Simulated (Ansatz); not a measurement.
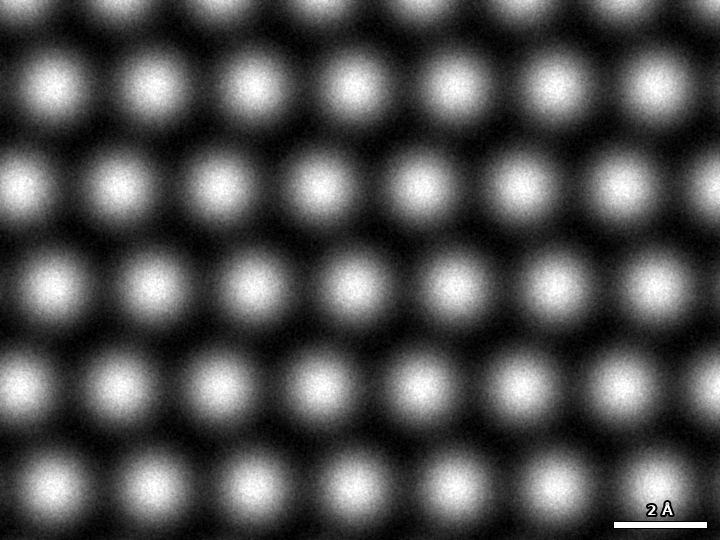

Dark-field STEM-like image of Fe (P6_3/mmc, No. 194). The image is simulated as a sum over atoms of Z^1.7, blurred by a 1.26 Å probe (no channelling). The probe carries 25 % of its weight in a tail 2.5 times as wide. Shot noise was added. Structure used: the end point of a relaxation at fixed volume with DFT r2SCAN, scalar-relativistic, plane waves, PAW in Ansatz; the starting structure was generated, so it need not be a known form of this composition.

```xyz
2
Lattice="2.5313 0.0000 0.0000 -1.2656 2.1922 0.0000 0.0000 0.0000 4.3682" Properties=species:S:1:pos:R:3 pbc="T T T"
Fe    0.0000    1.4614    3.2762
Fe    1.2656    0.7307    1.0921
```

### Which beam direction gives this image, [101], [001], [311] or [100]? (Directions equivalent by symmetry count as one.)

[100]. The projected cells are 2.19 × 2.45 Å, 117° for [101]; 2.53 × 2.53 Å, 120° for [001]; 1.55 × 1.96 Å, 90° for [311]; 2.19 × 4.37 Å, 90° for [100], and the image repeats as the [100] one does.
